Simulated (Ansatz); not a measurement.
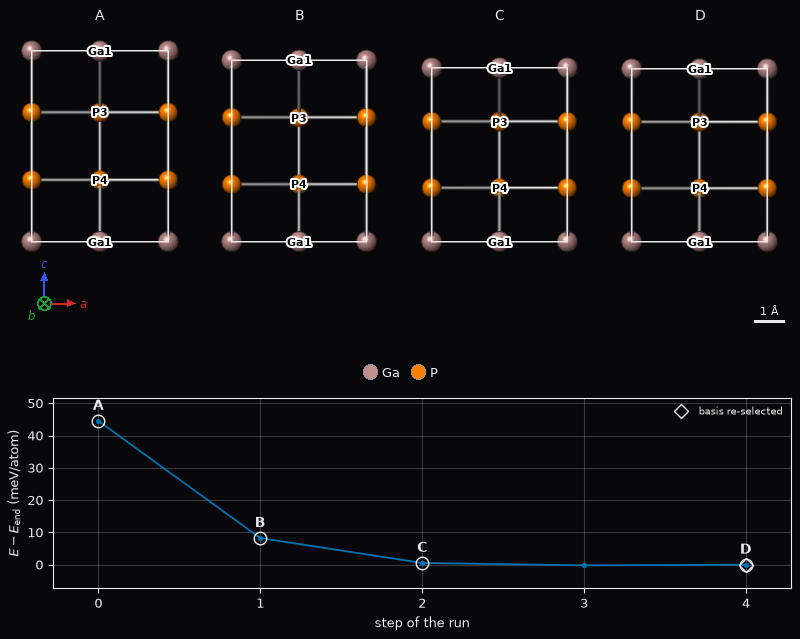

Frames of a relaxation of a crystal of GaP4 (a generated structure, set up in Cmmm) (coarse preliminary run), marked on the history of the run. Style: ball-and-stick. Shown: the conventional cell (2 times the calculation's cell), along the b axis. Lengths and directions refer to the drawn axes.

Theory: DFT PBE, scalar-relativistic, plane waves, PAW (Ansatz). Set-up: plane-wave cutoff 420 eV; k-point mesh 4 × 4 × 4; occupations gaussian; smearing width 0.1 eV; no spin polarisation; cell and atoms relaxed; force threshold 0.04 eV/Å; at most 70 steps.

Describe the path.

After 3 accepted moves (4 points after the start) the energy has fallen by 44.6 meV per atom. The largest force component goes from 0.45 to 0.028 eV/Å. Pressure: −2.89 GPa at the start and 0.07 GPa at the end. The SCF was repeated once at an unchanged geometry on a basis and grid sized afresh for the cell, which shifted the energy by 0.2 meV per atom at most. The largest moves relative to the cell, 0.11 Å, are those of P atoms. Ga stays in place. The volume changes by −9.8 %, with a 4.596 → 4.568 Å (−0.6 %), b 7.111 → 7.126 Å (+0.2 %), c 6.421 → 5.816 Å (−9.4 %). Among the contacts that change: Ga–P 2.950 → 2.816 Å, P–P 2.278 → 2.234 Å, P–P 2.387 → 2.414 Å. Bond angles that change, for instance: P–P–P 148.6° → 142.2°. The space group stays Cmmm (No. 65). Cost: 36 s on 1 thread of Intel(R) Xeon(R) Processor @ 2.50GHz (Skylake/Cascade Lake), with other jobs on the host, peak memory 0.4 GiB. From step 0 to 1: P atoms move most (0.09 Å), volume −7.7 %, energy −36.3 meV per atom. From step 1 to 2: P atoms move most (0.04 Å), volume −2.7 %, energy −7.7 meV per atom. From step 2 to 4: volume +0.5 %, energy −0.6 meV per atom.

Limits of the set-up: the k-point mesh is coarse for a cell with partly filled bands.
